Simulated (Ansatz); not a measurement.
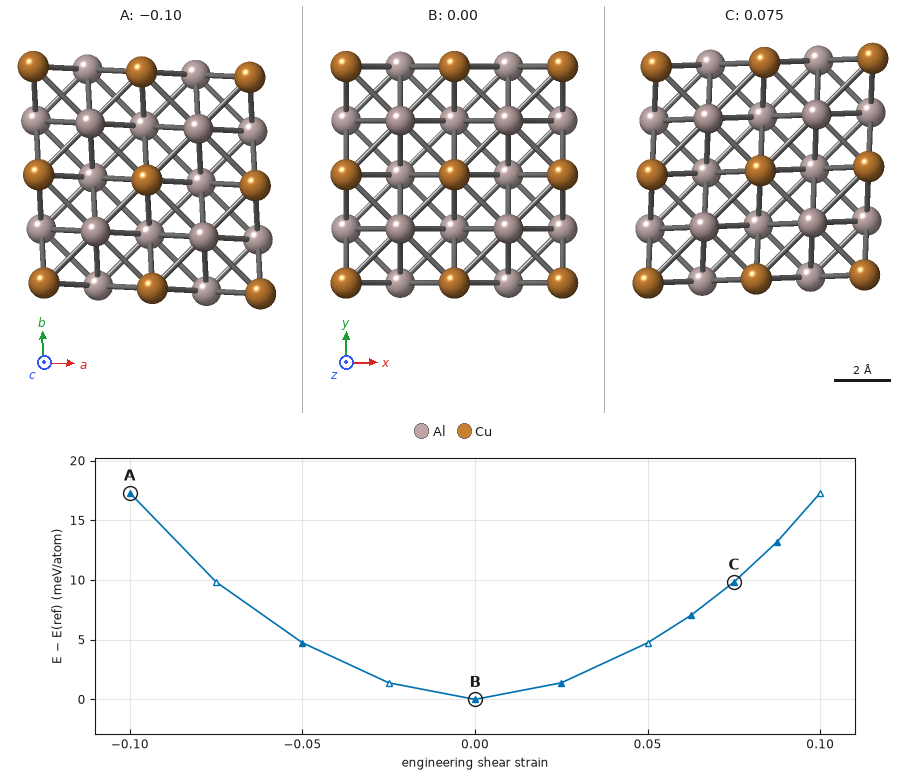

Energy scan for solid Al$_{3}$Cu (Pm-3m), in which the cell is strained in shear in the xy plane, with the atoms kept at their fractional coordinates. x, y and z are the Cartesian axes of the input. The lettered frames are marked on the plot. Hollow markers are points alike by symmetry, not computed again. The picture is a ball-and-stick view of the cell of the calculation, repeated 2 × 2 × 2 with one cell outlined, seen along the c axis.

Method: DFT r2SCAN, scalar-relativistic, plane waves, PAW (Ansatz). Set-up: plane-wave cutoff 500 eV; k-point mesh 12 × 12 × 12; occupations gaussian; smearing width 0.15 eV; no spin polarisation. Energies (free energies at the smearing named) are counted from the relaxed crystal.

Q: What does the scan show?

A: The lowest computed point lies at the strain 0.00 (0.0 meV/atom). The end points stand at 17.3 meV/atom (−0.10) and 17.3 meV/atom (0.10). The distortion takes the space group from Pm-3m to Cmmm. At the strain −0.10 the cell of the drawing goes a 3.889 → 3.894 Å, b 3.889 → 3.894 Å, γ 90.0° → 95.7°.

The computed points:

| engineering shear strain | E − E(ref) (meV/atom) |
| --- | --- |
| −0.1000 | 17.3 |
| −0.0750 | 9.8 |
| −0.0500 | 4.7 |
| −0.0250 | 1.4 |
| 0.0000 | 0.0 |
| 0.0250 | 1.4 |
| 0.0500 | 4.7 |
| 0.0625 | 7.0 |
| 0.0750 | 9.8 |
| 0.0875 | 13.2 |
| 0.1000 | 17.3 |

Points that are alike by symmetry were computed once.
